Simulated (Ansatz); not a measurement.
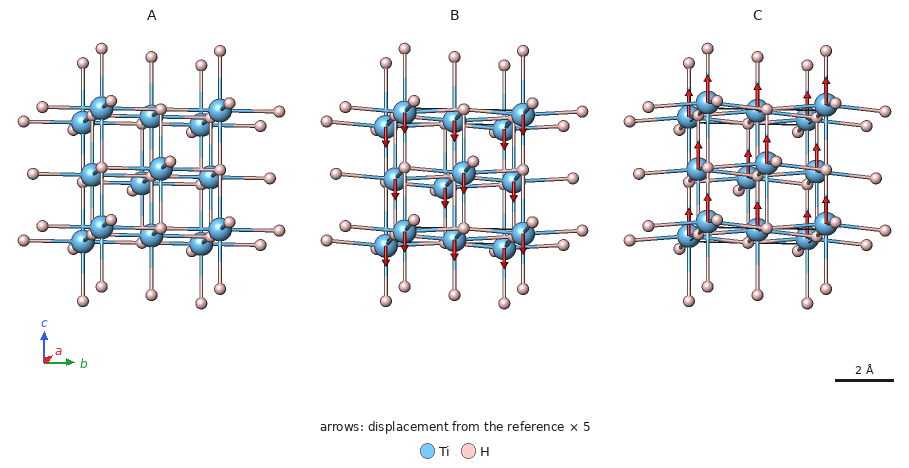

Energy scan for a crystal of TiH (Fm-3m), in which the whole Ti sublattice is shifted rigidly, towards the nearest copy of atom 2 (H) at 2.090 Å, all else fixed. Style: ball-and-stick. Shown: the conventional cell (4 times the calculation's cell), along the a axis, with a slight tilt. Red arrows: displacements from the reference. Lengths and directions refer to the drawn axes.

All numbers below come from Ansatz, DFT LDA, scalar-relativistic, plane waves, PAW. Set-up: plane-wave cutoff 420 eV; k-point mesh 20 × 20 × 20; occupations gaussian; smearing width 0.15 eV; no spin polarisation. Energies (free energies at the smearing named) are counted from the cell as listed in its source, which wasn't relaxed.

**Order these geometries by energy, lowest first.**

Lowest first: A (the displacement 0.00 Å, 0.0 meV/cell), B (the displacement 0.15 Å, 32.8 meV/cell), C (the displacement −0.20 Å, 61.0 meV/cell). Over the whole scan: of the computed points the lowest is at the displacement 0.00 Å, 0.0 meV/cell. The curvature at zero is about 3 eV/Å² per cell. At the highest point the shortest interatomic distance is 1.89 Å, against 2.09 Å in the reference. The distortion takes the space group from Fm-3m to I4mm.
